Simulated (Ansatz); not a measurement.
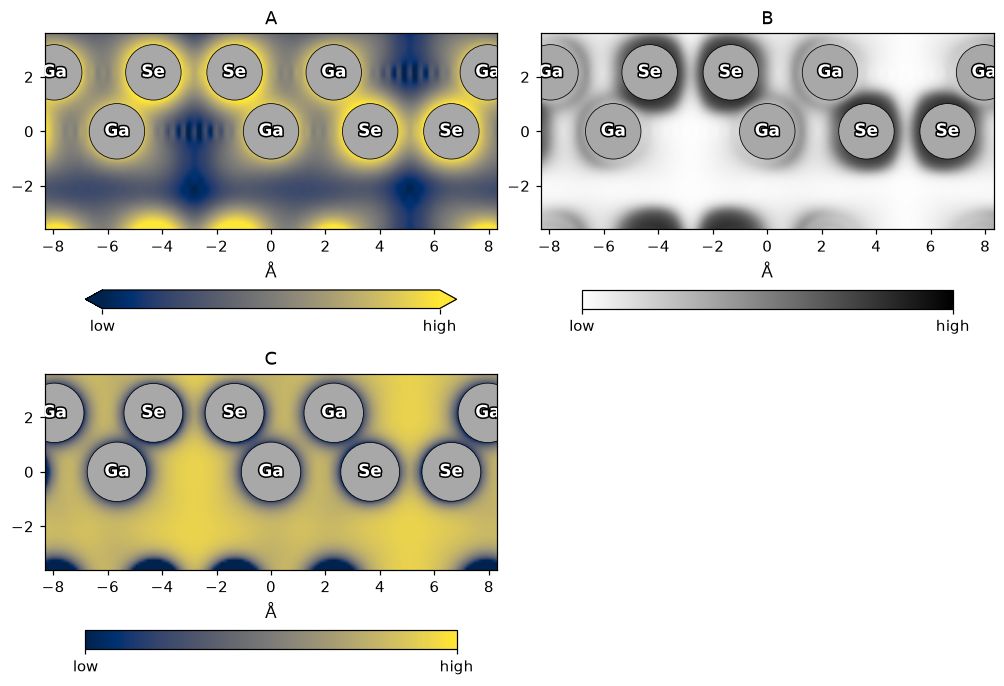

GaSe: 3 fields on the (110) plane of the conventional cell, with unlabelled colour scales. Grey discs cover the atomic cores.

Space group P6₃/mmc.

Theory: Ansatz, DFT, PBE, plane-wave PAW, default files, scalar-relativistic.

```xyz
8
Lattice="3.7500 0.0000 0.0000 -1.8750 3.2476 0.0000 0.0000 0.0000 15.9200" Properties=species:S:1:pos:R:3 pbc="T T T"
Ga    0.0000    2.1651   14.7685
Ga    1.8750    1.0825    6.8085
Ga    0.0000    2.1651    9.1115
Ga    1.8750    1.0825    1.1515
Se    0.0000    2.1651    2.4896
Se    1.8750    1.0825   10.4496
Se    0.0000    2.1651    5.4704
Se    1.8750    1.0825   13.4304
```

**Which field does each panel show? The fields are: electron localisation function, electrostatic potential energy of an electron and valence pseudo-density.**

Panel A: valence pseudo-density. Panel B: electron localisation function. Panel C: electrostatic potential energy of an electron (low next to the atoms, rising into the space between them). From the grid: Ga–Se (2.55 Å): ρ is about 0.42 e/Å³ halfway; the ELF is about 0.65 at the midpoint.
